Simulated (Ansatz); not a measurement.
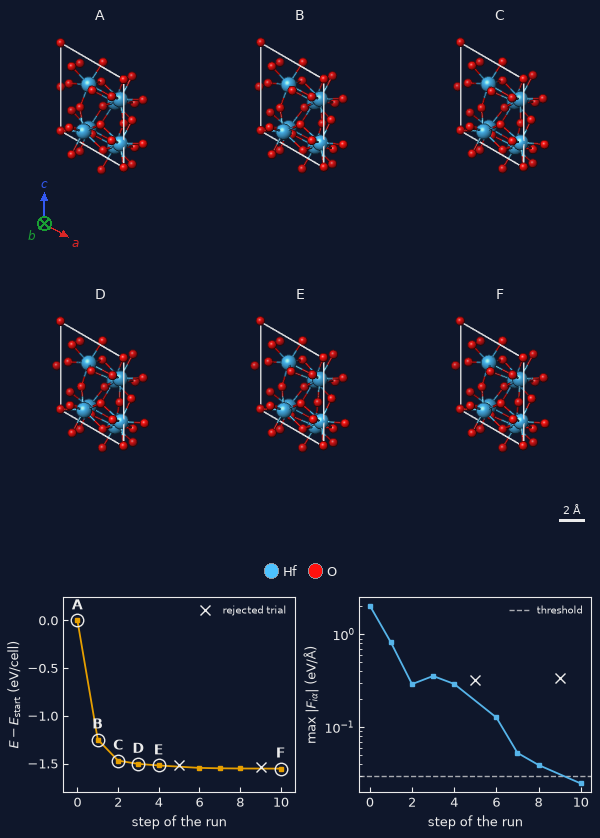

Frames of a relaxation of a defect cell of composition Hf$_{7}$O$_{16}$ (cell charge −2), marked on the history of the run. The picture is a ball-and-stick view of the cell of the calculation, reduced to other axes (origin shifted), seen along the b axis. Lengths and directions refer to the drawn axes.

Level of theory: DFT, PBE, plane-wave PAW, default files, scalar-relativistic (Ansatz).

The input:
```yaml
crystal:
  lattice:
    - [-0.8586630598, 5.1857, 5.2138671406]
    - [4.2593369402, 0.0, 5.2138671406]
    - [5.118, 5.1857, 0.0]
  atoms:
    - { symbol: Hf, position: [0.4861, 0.7219, 0.5536] }
    - { symbol: Hf, position: [0.0536, 0.2384, 0.4861] }
    - { symbol: Hf, position: [0.5536, 0.7384, 0.9861] }
    - { symbol: Hf, position: [0.5139, 0.2781, 0.4464] }
    - { symbol: Hf, position: [0.0139, 0.7781, 0.9464] }
    - { symbol: Hf, position: [0.4464, 0.2616, 0.0139] }
    - { symbol: Hf, position: [0.9464, 0.7616, 0.5139] }
    - { symbol: O, position: [0.39475, 0.08535, 0.36335] }
    - { symbol: O, position: [0.9001909651, 0.5931970667, 0.8712692432], spin: 0.5 }
    - { symbol: O, position: [0.86335, 0.15655, 0.39475], spin: 0.5 }
    - { symbol: O, position: [0.36335, 0.65655, 0.89475] }
    - { symbol: O, position: [0.10525, 0.41465, 0.13665] }
    - { symbol: O, position: [0.60525, 0.91465, 0.63665] }
    - { symbol: O, position: [0.63665, 0.34345, 0.10525], spin: 0.5 }
    - { symbol: O, position: [0.13665, 0.84345, 0.60525] }
    - { symbol: O, position: [0.30205, 0.04465, 0.02955], spin: 0.5 }
    - { symbol: O, position: [0.80205, 0.54465, 0.52955] }
    - { symbol: O, position: [0.02955, 0.12375, 0.80205], spin: 0.5 }
    - { symbol: O, position: [0.52955, 0.62375, 0.30205] }
    - { symbol: O, position: [0.19795, 0.45535, 0.47045] }
    - { symbol: O, position: [0.69795, 0.95535, 0.97045] }
    - { symbol: O, position: [0.47045, 0.37625, 0.69795] }
    - { symbol: O, position: [0.97045, 0.87625, 0.19795], spin: 0.5 }
magnetization:
  spin_polarized: true
total_charge: -2
kpoints:
  mp_grid: { grid: [3, 3, 3] }
scf:
  occupations: { method: fermi_dirac, width: 0.01 }
hamiltonian:
  xc: pbe
  pseudopotentials: { kind: paw }
output:
  forces: true
  stress: true
  populations: true
  efg:
    quadrupole_moments_barn: { Hf: 3.365, O: -0.02558 }
    contact_densities: true
  write_density: true
  write_potential: true
  elf: true
  volumetric_format: npy
relax:
  f_tol: 0.03
  max_steps: 40
```

Launched with:
```bash
ansatz run input.yaml --threads 4 --pin off --max-ram 10240MiB --backend cpu --events-out ev --progress --plain --runs-dir out
```

### Describe the path.

The largest move is that of O23, 0.46 Å along [−3 −2 −1]. By element the largest moves are O 0.46 Å, Hf 0.13 Å. The lattice vectors keep their values. Among the contacts that change: Hf5–O15 2.172 → 2.385 Å, Hf7–O9 2.276 → 2.107 Å, Hf2–O12 2.229 → 2.085 Å, Hf3–O14 2.248 → 2.110 Å. Bond angles that change, for instance: Hf2–O10–Hf4 132.7° → 141.4°, Hf3–O21–Hf5 111.0° → 103.6°, Hf5–O15–Hf7 106.1° → 99.9°. The energy falls by 1.552 eV per cell of the calculation in 8 accepted moves (10 points after the start). Largest force component: 2 eV/Å at the start, 0.025 eV/Å at the end. The line search rejected the trial steps at points 5, 9 of the run. From step 0 to 1: O10 moves most (0.20 Å), energy −1.247 eV per cell of the calculation. From step 1 to 2: O19 moves most (0.20 Å), energy −0.221 eV per cell of the calculation. From step 2 to 3: O23 moves most (0.14 Å), energy −34.3 meV per cell of the calculation. From step 3 to 4: O23 moves most (0.20 Å), energy −16.1 meV per cell of the calculation. From step 4 to 10: O23 moves most (0.08 Å), energy −33.1 meV per cell of the calculation.

Limits of the set-up: the periodic images lie only 6.7 Å apart, so the values are limited by the cell's size; the cell is charged, on a uniform background, and energies carry no finite-size correction.
